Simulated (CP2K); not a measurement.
## Energy of Mo along an even scaling of the cell

System: Mo (1 atom in the cell).
Method: Kohn-Sham DFT of a periodic cell, PBE, GTH-PBE with UZH-TZVP basis, no spin polarisation (CP2K 2026.2).

The 6 runs differ only in the geometry, by an even scaling of the cell at fixed fractional positions. The structure derives from a Materials Project entry.

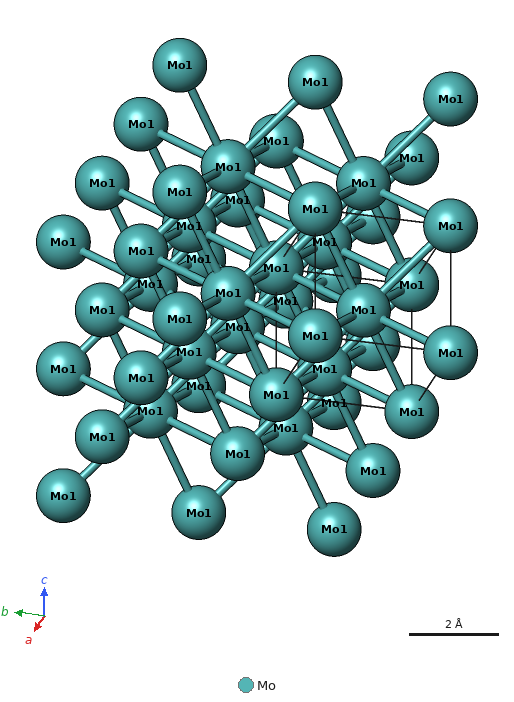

Figure 1. The structure of run 4 (ball-and-stick view of the cell 2 times as large as that of the calculation, set on its symmetry axes, repeated 3 × 2 × 2, seen at an oblique angle; atoms are numbered from 1 in the order of the input).

## Input of run 4
```
&GLOBAL
  PROJECT mo_eos
  RUN_TYPE ENERGY_FORCE
  PRINT_LEVEL LOW
&END GLOBAL
&FORCE_EVAL
  METHOD QS
  STRESS_TENSOR ANALYTICAL
  &DFT
    BASIS_SET_FILE_NAME BASIS_MOLOPT_UZH
    POTENTIAL_FILE_NAME POTENTIAL_UZH
    WFN_RESTART_FILE_NAME previous-RESTART.kp
    &MGRID
      CUTOFF 450
      REL_CUTOFF 60
      NGRIDS 5
    &END MGRID
    &QS
      METHOD GPW
      EPS_DEFAULT 1.0E-10
    &END QS
    &KPOINTS
      SCHEME MONKHORST-PACK 12 12 12
      GAMMA_CENTERED T
      SYMMETRY T
      SYMMETRY_BACKEND SPGLIB
    &END KPOINTS
    &SCF
      SCF_GUESS RESTART
      EPS_SCF 1.0E-6
      MAX_SCF 100
      ADDED_MOS 11
      CHOLESKY OFF
      EPS_EIGVAL 1.0E-7
      &DIAGONALIZATION ON
        ALGORITHM STANDARD
      &END DIAGONALIZATION
      &MIXING ON
        METHOD BROYDEN_MIXING
        ALPHA 0.4
        BETA 1.5
        NBUFFER 8
      &END MIXING
      &SMEAR ON
        METHOD FERMI_DIRAC
        ELECTRONIC_TEMPERATURE [K] 580.226
      &END SMEAR
    &END SCF
    &XC
      &XC_FUNCTIONAL
        &GGA_X_PBE
        &END GGA_X_PBE
        &GGA_C_PBE
        &END GGA_C_PBE
      &END XC_FUNCTIONAL
    &END XC
    &PRINT
      &KPOINTS ON
      &END KPOINTS
      &MULLIKEN ON
      &END MULLIKEN
      &MO ON
        ENERGIES T
        OCCUPATION_NUMBERS T
        &EACH
          QS_SCF 0
        &END EACH
        ADD_LAST NUMERIC
      &END MO
    &END PRINT
  &END DFT
  &SUBSYS
    &CELL
      ABC 2.7614052747 2.7614052747 2.7614052748
      ALPHA_BETA_GAMMA 109.4712206355 109.4712206339 109.4712206342
      PERIODIC XYZ
    &END CELL
    &COORD
      SCALED
      Mo  0.0000000000 0.0000000000 0.0000000000
    &END COORD
    &KIND Mo
      BASIS_SET TZVP-MOLOPT-PBE-GTH-q14
      POTENTIAL GTH-PBE-q14
    &END KIND
    &PRINT
      &ATOMIC_COORDINATES ON
      &END ATOMIC_COORDINATES
      &CELL ON
      &END CELL
    &END PRINT
  &END SUBSYS
  &PRINT
    &FORCES ON
    &END FORCES
    &STRESS_TENSOR ON
    &END STRESS_TENSOR
  &END PRINT
&END FORCE_EVAL
```

Command:
```bash
OMP_NUM_THREADS=1 cp2k.psmp -i mo_eos.inp -o mo_eos.out
```

Run 3 has the same physical settings and fractional positions; its lattice vectors (Å) are:
```
   2.724826    0.000000    0.000000
  -0.908275    2.568991    0.000000
  -0.908275   -1.284495    2.224811
```

## Results, with one run withheld

| run | volume per atom (Å³) | free energy per atom, from the lowest run given (meV) | pressure (GPa) |
| --- | --- | --- | --- |
| 1 | 14.938 | 48.02 | 18.62 |
| 2 | 15.256 | 17.98 | 11.78 |
| 3 | 15.574 | ? | ? |
| 4 | 16.209 | 0.00 | −4.85 |
| 5 | 16.527 | 14.13 | −9.31 |
| 6 | 16.845 | 36.65 | −13.32 |

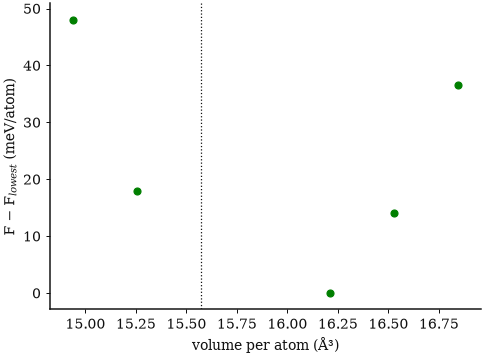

Figure 2. Free energy per atom of the runs given; the dotted line marks run 3.

Estimate the energy of run 3 from the others.

A cubic polynomial in V^(−2/3) (the Birch–Murnaghan form), fitted to the 5 runs given, misses them by under 0.01 meV per atom. With x = V^(−2/3) − 0.15797 Å⁻², it reads F = −4.7308 − 443.93 x + 1.1642e+06 x² + 1.2382e+06 x³ (meV per atom). At run 3 it gives 0.82 meV per atom, and the run itself gives 0.81. The slope of the fit gives a pressure −dF/dV of 5.63 GPa there, and the run prints 5.64 GPa. The fit has its minimum at 15.898 Å³ per atom, where V d²F/dV² gives 261 GPa: the bulk modulus at this level, since symmetry fixes the shape and the positions.

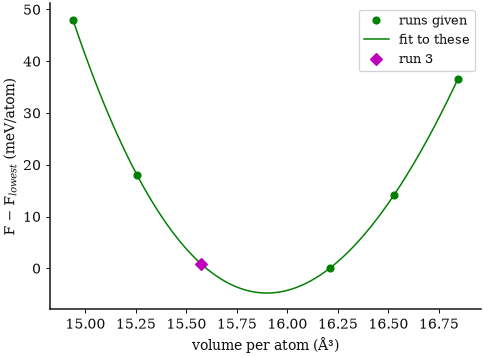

Figure 3. The fit and the withheld run.

## Some lines of the output (run 3)
```
[...]
 CELL| Volume [angstrom^3]:                                            15.573795
 CELL_REF| Volume [angstrom^3]:                                        15.573795
                        Smear method:                                FERMI_DIRAC
  Step     Update method      Time    Convergence         Total energy    Change
  Fermi energy:                                                 0.63954707908874
  Total energy:                                               -67.82164577568322
  Total energy (extrapolated to T->0):                        -67.82160354846440
 MO| E(Fermi):            0.639547 a.u.         17.402961 eV
 MO| Band gap:            0.144243 a.u.          3.925064 eV
 MO| Band gap:            0.113977 a.u.          3.101468 eV
 MO| Band gap:            0.151824 a.u.          4.131352 eV
```
